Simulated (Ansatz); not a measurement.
**Geometry relaxation, with input and output: C48HSi47 (charge +1) (part 2 of 3)**

The same run, continued: C48HSi47 (defect cell, 96 atoms in the cell, total charge +1); DFT, PBEsol, PAW, plane waves (Ansatz 0.2.0); cutoff 420 eV, 1×1×1 k-mesh, Fermi–Dirac smearing of 0.01 eV. 

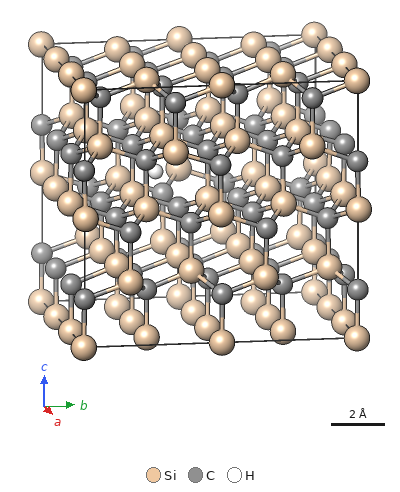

Fig. 1: The input geometry (ball-and-stick view of the cell of the calculation, seen slightly off an axis).

### Log, continued
```
relax step   4: F+E_penalty+E_count = -41093.47311280 eV  Δ(F+E_penalty+E_count) = -4.789e-1 eV  max|allowed force component| = 1.750e0 eV/Å  Δτ_max = 0.1972 Å  (8 SCF iters, dr2 threshold 1.00e-4 eV, accepted)
preconditioner: auto → Resta (q_TF=auto, 2.325 Å⁻¹)  ε∞=4.8  [insulator: Δε(μ)=0.204 eV  Ē_g=11.794 eV  σ=0.010 eV  W_gap=1.00  n_scr=218 (ndim 8)  ℏωp=23.0 eV  f_vac=0.000  D(μ)=0.01/eV (n_scr^D=0)  ε∞_Penn≈4.8]
spin=Collinear: Resta preconditioning applied to the charge; magnetization (m = ρ↑ − ρ↓) channel mixes plain (no charge-response kernel on spin).
relax step   5: F+E_penalty+E_count = -41093.90373547 eV  Δ(F+E_penalty+E_count) = -4.306e-1 eV  max|allowed force component| = 1.647e0 eV/Å  Δτ_max = 0.1951 Å  (8 SCF iters, dr2 threshold 1.00e-4 eV, accepted)
preconditioner: auto → Resta (q_TF=auto, 2.325 Å⁻¹)  ε∞=4.8  [insulator: Δε(μ)=0.097 eV  Ē_g=11.805 eV  σ=0.010 eV  W_gap=0.98  n_scr=218 (ndim 8)  ℏωp=23.0 eV  f_vac=0.000  D(μ)=1.53/eV (n_scr^D=0)  ε∞_Penn≈4.8]
spin=Collinear: Resta preconditioning applied to the charge; magnetization (m = ρ↑ − ρ↓) channel mixes plain (no charge-response kernel on spin).
relax step   6: F+E_penalty+E_count = -41094.48609664 eV  Δ(F+E_penalty+E_count) = -5.824e-1 eV  max|allowed force component| = 2.145e0 eV/Å  Δτ_max = 0.1951 Å  (8 SCF iters, dr2 threshold 1.00e-4 eV, accepted)
preconditioner: auto → Resta (q_TF=auto, 2.325 Å⁻¹)  ε∞=4.8  [insulator: Δε(μ)=0.028 eV  Ē_g=11.820 eV  σ=0.010 eV  W_gap=0.61  n_scr=218 (ndim 8)  ℏωp=23.0 eV  f_vac=0.000  D(μ)=31.46/eV (n_scr^D=236)  ε∞_Penn≈4.8]
spin=Collinear: Resta preconditioning applied to the charge; magnetization (m = ρ↑ − ρ↓) channel mixes plain (no charge-response kernel on spin).
WARN: the starting moments were not kept: 2 of 8 ended reversed and 1 kept their direction, counting a site from 0.1 of the cell's largest site moment. The largest reversed, site 77 (counted from 0, in the order of the report's site_moments_mub), started with +0.25 μB and closes at -1.8e-1 μB in its sphere. The net magnetisation is 9.1e-7 μB in size, at most 0.1 of the 2 μB that the starting momen
relax step   7: F+E_penalty+E_count = -41095.11103158 eV  Δ(F+E_penalty+E_count) = -6.249e-1 eV  max|allowed force component| = 2.235e0 eV/Å  Δτ_max = 0.2000 Å  (23 SCF iters, dr2 threshold 1.00e-4 eV, accepted)
preconditioner: auto → Resta (q_TF=auto, 2.325 Å⁻¹)  ε∞=4.8  [insulator: Δε(μ)=0.339 eV  Ē_g=11.830 eV  σ=0.010 eV  W_gap=1.00  n_scr=218 (ndim 8)  ℏωp=23.0 eV  f_vac=0.000  D(μ)=0.00/eV (n_scr^D=0)  ε∞_Penn≈4.8]
spin=Collinear: Resta preconditioning applied to the charge; magnetization (m = ρ↑ − ρ↓) channel mixes plain (no charge-response kernel on spin).
the starting moments were not kept: 2 of 8 ended reversed and 1 kept their direction, counting a site from 0.1 of the cell's largest site moment. The largest reversed, site 77 (counted from 0, in the order of the report's site_moments_mub), started with +0.25 μB and closes at -9.3e-2 μB in its sphere. The net magnetisation is 1.2e-8 μB in size, at most 0.1 of the 2 μB that the starting moments add
relax step   8: F+E_penalty+E_count = -41095.18966292 eV  Δ(F+E_penalty+E_count) = -7.863e-2 eV  max|allowed force component| = 4.573e0 eV/Å  Δτ_max = 0.1985 Å  (12 SCF iters, dr2 threshold 1.00e-4 eV, accepted)
preconditioner: auto → Resta (q_TF=auto, 2.325 Å⁻¹)  ε∞=4.8  [insulator: Δε(μ)=0.393 eV  Ē_g=11.834 eV  σ=0.010 eV  W_gap=1.00  n_scr=218 (ndim 8)  ℏωp=23.0 eV  f_vac=0.000  D(μ)=0.00/eV (n_scr^D=0)  ε∞_Penn≈4.8]
spin=Collinear: Resta preconditioning applied to the charge; magnetization (m = ρ↑ − ρ↓) channel mixes plain (no charge-response kernel on spin).
the starting moments were not kept: 2 of 8 ended reversed and 1 kept their direction, counting a site from 0.1 of the cell's largest site moment. The largest reversed, site 77 (counted from 0, in the order of the report's site_moments_mub), started with +0.25 μB and closes at -9.1e-2 μB in its sphere. The net magnetisation is 1.0e-8 μB in size, at most 0.1 of the 2 μB that the starting moments add
relax step   9: F+E_penalty+E_count = -41095.45352628 eV  Δ(F+E_penalty+E_count) = -2.639e-1 eV  max|allowed force component| = 7.568e-1 eV/Å  Δτ_max = 0.1564 Å  (14 SCF iters, dr2 threshold 1.00e-4 eV, accepted)
preconditioner: auto → Resta (q_TF=auto, 2.325 Å⁻¹)  ε∞=4.8  [insulator: Δε(μ)=0.343 eV  Ē_g=11.823 eV  σ=0.010 eV  W_gap=1.00  n_scr=218 (ndim 8)  ℏωp=23.0 eV  f_vac=0.000  D(μ)=0.00/eV (n_scr^D=0)  ε∞_Penn≈4.8]
spin=Collinear: Resta preconditioning applied to the charge; magnetization (m = ρ↑ − ρ↓) channel mixes plain (no charge-response kernel on spin).
the starting moments were not kept: 2 of 8 ended reversed and 1 kept their direction, counting a site from 0.1 of the cell's largest site moment. The largest reversed, site 77 (counted from 0, in the order of the report's site_moments_mub), started with +0.25 μB and closes at -1.1e-1 μB in its sphere. The net magnetisation is 4.9e-8 μB in size, at most 0.1 of the 2 μB that the starting moments add
relax step  10: F+E_penalty+E_count = -41095.48161109 eV  Δ(F+E_penalty+E_count) = -2.808e-2 eV  max|allowed force component| = 2.033e-1 eV/Å  Δτ_max = 0.1064 Å  (13 SCF iters, dr2 threshold 3.58e-5 eV, accepted)
preconditioner: auto → Resta (q_TF=auto, 2.325 Å⁻¹)  ε∞=4.8  [insulator: Δε(μ)=0.389 eV  Ē_g=11.824 eV  σ=0.010 eV  W_gap=1.00  n_scr=218 (ndim 8)  ℏωp=23.0 eV  f_vac=0.000  D(μ)=0.00/eV (n_scr^D=0)  ε∞_Penn≈4.8]
spin=Collinear: Resta preconditioning applied to the charge; magnetization (m = ρ↑ − ρ↓) channel mixes plain (no charge-response kernel on spin).
the starting moments were not kept: 2 of 8 ended reversed and 1 kept their direction, counting a site from 0.1 of the cell's largest site moment. The largest reversed, site 77 (counted from 0, in the order of the report's site_moments_mub), started with +0.25 μB and closes at -1.1e-1 μB in its sphere. The net magnetisation is 7.7e-9 μB in size, at most 0.1 of the 2 μB that the starting moments add
relax step  11: F+E_penalty+E_count = -41095.48773453 eV  Δ(F+E_penalty+E_count) = -6.123e-3 eV  max|allowed force component| = 1.502e-1 eV/Å  Δτ_max = 0.0294 Å  (16 SCF iters, dr2 threshold 2.58e-6 eV, accepted)
preconditioner: auto → Resta (q_TF=auto, 2.325 Å⁻¹)  ε∞=4.8  [insulator: Δε(μ)=0.366 eV  Ē_g=11.823 eV  σ=0.010 eV  W_gap=1.00  n_scr=218 (ndim 8)  ℏωp=23.0 eV  f_vac=0.000  D(μ)=0.00/eV (n_scr^D=0)  ε∞_Penn≈4.8]
spin=Collinear: Resta preconditioning applied to the charge; magnetization (m = ρ↑ − ρ↓) channel mixes plain (no charge-response kernel on spin).
iter 10 did not close the SCF: its close was put off for a magnetic moment that had not settled (scf_convergence_deferred on its scf_iter line)
SCF iter  10: F=-41095.496594 eV  HF=-41095.496594 eV  |F-HF|=6.11e-8  |Δ(HF+E_count)|=   7.39e-7  Δρ=1.98e-6 (↑1.98e-6 ↓1.89e-6)  dr2=1.17e-7  dr2_m=1.70e-8  M=-0.000 μB ∫|m|=0.772 μB  β_m=0.89  ethr=1.28e-10  ⟨swp⟩=1.5  Hψ=1371  notcnv=0
SCF iter  11: F=-41095.496594 eV  HF=-41095.496594 eV  |F-HF|=3.71e-10  |Δ(HF+E_count)|=   6.93e-8  Δρ=5.93e-7 (↑4.87e-7 ↓5.93e-7)  dr2=5.24e-9  dr2_m=1.79e-9  M=-0.000 μB ∫|m|=0.771 μB  ethr=3.07e-11  ⟨swp⟩=1.0  Hψ=1359  notcnv=0
the starting moments were not kept: 2 of 8 ended reversed and 1 kept their direction, counting a site from 0.1 of the cell's largest site moment. The largest reversed, site 77 (counted from 0, in the order of the report's site_moments_mub), started with +0.25 μB and closes at -1.0e-1 μB in its sphere. The net magnetisation is 1.7e-8 μB in size, at most 0.1 of the 2 μB that the starting moments add
SCF 12 converged in 11 iterations: F = -41095.496594 eV  dr2 = 5.24e-9
  greatest PAW one-centre occupation: 0.672 electrons in one spin orbital (limit 2), on the C atom at site 73 (counted from 0), in its partial waves of l = 0
relax step  12: F+E_penalty+E_count = -41095.49659412 eV  Δ(F+E_penalty+E_count) = -8.860e-3 eV  max|allowed force component| = 2.226e-2 eV/Å  Δτ_max = 0.0126 Å  (11 SCF iters, dr2 threshold 1.63e-6 eV, accepted)
iter 1 solved again at ethr=1.38e-12 eV; its pass at ethr=3.10e-3 eV (dr2=5.24e-9 eV) is discarded
SCF iter   1: F=—  HF=-41095.496594 eV  |F-HF|=—  |Δ(HF+E_count)|=         —  Δρ=5.93e-7 (↑4.87e-7 ↓5.93e-7)  dr2=5.26e-9  dr2_m=1.80e-9  M=-0.000 μB ∫|m|=0.771 μB  β_m=0.30  ethr=1.38e-12  ⟨swp⟩=2.0  Hψ=1720  notcnv=0
preconditioner: auto → Resta (q_TF=auto, 2.325 Å⁻¹)  ε∞=4.8  [insulator: Δε(μ)=0.370 eV  Ē_g=11.823 eV  σ=0.010 eV  W_gap=1.00  n_scr=218 (ndim 8)  ℏωp=23.0 eV  f_vac=0.000  D(μ)=0.00/eV (n_scr^D=0)  ε∞_Penn≈4.8]
spin=Collinear: Resta preconditioning applied to the charge; magnetization (m = ρ↑ − ρ↓) channel mixes plain (no charge-response kernel on spin).
iter 2 did not close the SCF: its close was put off for a magnetic moment that had not settled (scf_convergence_deferred on its scf_iter line)
SCF iter   2: F=-41095.496594 eV  HF=-41095.496594 eV  |F-HF|=1.50e-9  |Δ(HF+E_count)|=  9.90e-10  Δρ=4.62e-7 (↑4.32e-7 ↓4.62e-7)  dr2=2.21e-9  dr2_m=1.40e-9  M=-0.000 μB ∫|m|=0.771 μB  β_m=0.65  ethr=1.38e-12  ⟨swp⟩=1.5  Hψ=725  notcnv=0
iter 3 did not close the SCF: its close was put off for a magnetic moment that had not settled (scf_convergence_deferred on its scf_iter line)
SCF iter   3: F=-41095.496594 eV  HF=-41095.496594 eV  |F-HF|=1.24e-9  |Δ(HF+E_count)|=   3.80e-9  Δρ=4.45e-7 (↑2.87e-7 ↓4.45e-7)  dr2=2.79e-9  dr2_m=9.58e-10  M=-0.000 μB ∫|m|=0.771 μB  β_m=0.69  ethr=1.00e-12  ⟨swp⟩=1.0  Hψ=1354  notcnv=0
iter 4 did not close the SCF: its close was put off for a magnetic moment that had not settled (scf_convergence_deferred on its scf_iter line)
SCF iter   4: F=-41095.496594 eV  HF=-41095.496594 eV  |F-HF|=9.46e-11  |Δ(HF+E_count)|=   1.53e-9  Δρ=3.07e-7 (↑3.07e-7 ↓2.35e-7)  dr2=8.65e-10  dr2_m=6.03e-10  M=-0.000 μB ∫|m|=0.771 μB  β_m=0.81  ethr=1.00e-12  ⟨swp⟩=1.0  Hψ=1289  notcnv=0
iter 5 did not close the SCF: its close was put off for a magnetic moment that had not settled (scf_convergence_deferred on its scf_iter line)
SCF iter   5: F=-41095.496594 eV  HF=-41095.496594 eV  |F-HF|=5.38e-10  |Δ(HF+E_count)|=   2.25e-9  Δρ=3.08e-7 (↑1.76e-7 ↓3.08e-7)  dr2=1.20e-9  dr2_m=4.58e-10  M=-0.000 μB ∫|m|=0.771 μB  β_m=0.91  ethr=1.00e-12  ⟨swp⟩=1.0  Hψ=1319  notcnv=0
iter 6 did not close the SCF: its close was put off for a magnetic moment that had not settled (scf_convergence_deferred on its scf_iter line)
SCF iter   6: F=-41095.496594 eV  HF=-41095.496594 eV  |F-HF|=7.71e-10  |Δ(HF+E_count)|=   1.59e-9  Δρ=3.18e-7 (↑3.18e-7 ↓1.25e-7)  dr2=1.37e-9  dr2_m=3.83e-10  M=-0.000 μB ∫|m|=0.771 μB  β_m=0.95  ethr=1.00e-12  ⟨swp⟩=1.0  Hψ=1298  notcnv=0
SCF iter   7: F=-41095.496594 eV  HF=-41095.496594 eV  |F-HF|=5.41e-9  |Δ(HF+E_count)|=   3.00e-9  Δρ=3.73e-7 (↑1.76e-7 ↓3.73e-7)  dr2=6.28e-9  dr2_m=1.37e-10  M=-0.000 μB ∫|m|=0.771 μB  ethr=1.00e-12  ⟨swp⟩=1.0  Hψ=1355  notcnv=0
the starting moments were not kept: 2 of 8 ended reversed and 1 kept their direction, counting a site from 0.1 of the cell's largest site moment. The largest reversed, site 77 (counted from 0, in the order of the report's site_moments_mub), started with +0.25 μB and closes at -1.0e-1 μB in its sphere. The net magnetisation is 1.7e-8 μB in size, at most 0.1 of the 2 μB that the starting moments add
SCF 13 converged in 7 iterations: F = -41095.496594 eV  dr2 = 6.28e-9
relax step  13: F+E_penalty+E_count = -41095.49659413 eV  Δ(F+E_penalty+E_count) = -7.421e-9 eV  max|allowed force component| = 2.225e-2 eV/Å  Δτ_max = 0.0000 Å  (7 SCF iters, accepted)
SCF converged after 7 iterations
Magnetization: -0.0000 μB (190.0000 up, 190.0000 down)
Absolute magnetization: 0.7733 μB (∫|ρ↑−ρ↓|, with the PAW one-centre terms)
Spin contamination: 0.1368 ħ² per cell (⟨S²⟩ above its minimum at these occupations)
Per-site moments (μB) at R_I (Å): [(0.000844588187880172, 0.7739467859566406), (4.1625842333662316e-5, 0.77623307664049), (0.00015986964145555364, 0.7681396669560837), (-0.0007925855757095028, 0.765765358855627), (-0.0008752134057698049, 0.7756075792230787), (0.00034737677550373847, 0.7638138736259197), (0.0003782530551993433, 0.7637259063889444), (-6.360927541664571e-5, 0.7752101833493518), (0.00
Free energy (F): -41095.496594 eV
Harris-Foulkes:  -41095.496594 eV  (|F-HF|=5.41e-9)
Internal energy: -41095.496594 eV  (E = F + TS)
E sigma→0 (E₀):  -41095.496594 eV
Fermi energy:    9.250240 eV
--- Per-component energies (eV) ---
  E_band       = 1256.086319
  E_kinetic    = 6435.193256
  E_local      = -5183.507182  (includes V_loc(G=0)·N_el)
  E_nonlocal   = 2473.435097
  E_hartree    = 1578.051557
  E_xc         = -4960.042385
  E_vxc        = -5182.849809  (∫ρ·V_xc dr)
  E_paw        = -28027.957678  (= ΣΔE_a)
  E_vpaw       = -442.287092  (= ΣTr[D̂ρ^β])
  E_aug_tail   = -0.000623  (compensation charges beyond the density's cutoff)
  E_ewald      = -13413.164810
  E_core_change = 2.496175  (= ΣΔE_core)
  E_smearing   = -0.000000  (= −TS)
  E_closure    = 0.000000  (closes the sum)
  E_deformation_potential = 17.870571  (in the stress; not in F)
  Σ components = -41095.496594   (vs F -41095.496594, Δ=0.00e0)
--- Forces (eV/Å), atoms counted from 1 ---
  atom   1  Si    -0.00205984     0.00400807    -0.00067834
  atom   2  Si    -0.00052744     0.00357263     0.00205785
  atom   3  Si     0.00222061    -0.00672742     0.00081053
  atom   4  Si    -0.00386826    -0.01202895     0.00020055
  atom   5  Si     0.00049638     0.00105472     0.00114949
  atom   6  Si    -0.00028774    -0.01129698     0.00511615
  atom   7  Si     0.00193338    -0.00703269    -0.00141671
  atom   8  Si    -0.00145807     0.00080821     0.00317999
  atom   9  Si     0.01539359    -0.01137928    -0.00254476
  atom  10  Si    -0.00068698    -0.01470827    -0.00169778
  atom  11  Si    -0.00039085    -0.00049144     0.00093201
  atom  12  Si    -0.00097431     0.00378790    -0.00204131
  atom  13  Si    -0.00054836    -0.00297311    -0.00078954
  atom  14  Si    -0.00250256     0.00007145    -0.00438888
  atom  15  Si    -0.00314951    -0.00138031    -0.00410362
  atom  16  Si     0.00109640     0.00418143     0.00105616
  atom  17  Si     0.00037243     0.00121590    -0.00128918
  atom  18  Si    -0.00356632     0.00298671     0.00098674
  atom  19  Si     0.00020190    -0.00202122    -0.00037551
  atom  20  Si    -0.00130839     0.00380963    -0.00143223
  atom  21  Si     0.00590190    -0.00102750    -0.00128033
  atom  22  Si    -0.00099833     0.00177075    -0.00081678
  atom  23  Si     0.00110224     0.00198613     0.00235576
  atom  24  Si    -0.00396242     0.00958048    -0.00589809
  atom  25  Si    -0.00025462     0.00256747    -0.00466778
  atom  26  Si     0.00293822     0.00628007    -0.00271257
  atom  27  Si    -0.00171739     0.00464938    -0.00888955
  atom  28  Si    -0.00687579     0.00032369     0.01784408
  atom  29  Si    -0.00630958    -0.00162205    -0.00079797
  atom  30  Si    -0.00062739     0.00015432    -0.00182019
  atom  31  Si    -0.00066583     0.00268697    -0.00523329
  atom  32  Si     0.00620448     0.00122689     0.01378455
  atom  33  Si    -0.00016717     0.00362254     0.00360562
  atom  34  Si    -0.00065632    -0.00478578     0.00239747
  atom  35  Si     0.00497388    -0.00494156    -0.00181454
  atom  36  Si    -0.00128271    -0.00212694     0.00007105
  atom  37  Si     0.00129598    -0.00049260    -0.00036872
  atom  38  Si    -0.00327770     0.00347648    -0.00629783
  atom  39  Si     0.00461868     0.00308536    -0.00561236
  atom  40  Si    -0.00012860    -0.00028275    -0.00109622
  atom  41  Si     0.00017941     0.00299878    -0.00926348
  atom  42  Si    -0.00374344     0.00490108    -0.00583838
  atom  43  Si     0.00049387    -0.00852661    -0.00177823
  atom  44  Si     0.00021837     0.00177932     0.00178238
  atom  45  Si    -0.00171501     0.00099042    -0.00909097
  atom  46  Si    -0.00097340    -0.00590745    -0.00385569
  atom  47  Si     0.00288033    -0.00379510    -0.00178236
  atom  48  C     -0.00019904    -0.00077865    -0.00208665
  atom  49  C      0.00002087     0.00122407    -0.00165275
  atom  50  C      0.00181419    -0.00152599     0.00602298
  atom  51  C     -0.00159525     0.00128756     0.00120369
  atom  52  C     -0.00109975     0.00010998    -0.00233675
  atom  53  C      0.00168077    -0.00184086     0.00666157
  atom  54  C      0.00164812    -0.00083368    -0.00763754
  atom  55  C     -0.00040857     0.00201309    -0.00339278
  atom  56  C     -0.00132770    -0.00165517    -0.00678441
  atom  57  C      0.00275692    -0.00145198     0.00573711
  atom  58  C      0.00110169     0.00037934    -0.00152018
  atom  59  C     -0.00062469    -0.00050377    -0.00078287
  atom  60  C      0.00316714    -0.00473774     0.00170004
  atom  61  C      0.00109242    -0.00195294     0.00103141
  atom  62  C      0.00128352    -0.00653511     0.00713968
  atom  63  C     -0.00050619     0.00118310     0.00318627
  atom  64  C     -0.00189546    -0.00148118     0.00452123
  atom  65  C      0.00092114    -0.00502330     0.00647642
  atom  66  C      0.00080016     0.01699646     0.00680144
  atom  67  C      0.00349109    -0.00194499    -0.00406607
  atom  68  C      0.00017003    -0.00309732     0.00233710
  atom  69  C     -0.00045748    -0.00020683     0.00478676
  atom  70  C     -0.00278612    -0.00264990     0.00018544
  atom  71  C     -0.00029258     0.00010577     0.00241637
  atom  72  C      0.00379655    -0.00459436     0.00466326
  atom  73  C      0.00073329     0.00141447     0.00223038
  atom  74  C      0.00564085     0.00566163     0.00267623
  atom  75  C     -0.00387431     0.00293957     0.00038860
  atom  76  C     -0.00663328     0.00388168     0.00045367
  atom  77  C     -0.00956867     0.00371166    -0.00427657
  atom  78  C      0.00347018     0.00982756     0.00386872
  atom  79  C     -0.00252239     0.00729650    -0.00049691
  atom  80  C     -0.00500842     0.00716229     0.00613250
  atom  81  C      0.00160217     0.00306766     0.00221286
  atom  82  C      0.00196409     0.01099450     0.00039852
  atom  83  C      0.00215140    -0.00130359     0.00209754
  atom  84  C      0.00168087    -0.00126121     0.00191327
  atom  85  C      0.00094465    -0.00126114     0.00179591
  atom  86  C     -0.00016385    -0.00196205     0.00319184
  atom  87  C      0.00049642     0.00378844     0.00097212
  atom  88  C     -0.00132793     0.00215474    -0.00151880
  atom  89  C      0.00083163     0.00116859     0.00014086
  atom  90  C     -0.00012462    -0.00172633     0.00265206
  atom  91  C      0.00039368    -0.00037398     0.00316056
  atom  92  C      0.00311262     0.00305026     0.00110565
  atom  93  C      0.00135722     0.00006481    -0.00213156
  atom  94  C     -0.00028123    -0.00050015     0.00119782
  atom  95  C     -0.00147471     0.00066791     0.00179964
  atom  96  H     -0.00375996    -0.01494439    -0.02225053
  max |Σ_I F_I| component: 3.38e-5 eV/Å
```
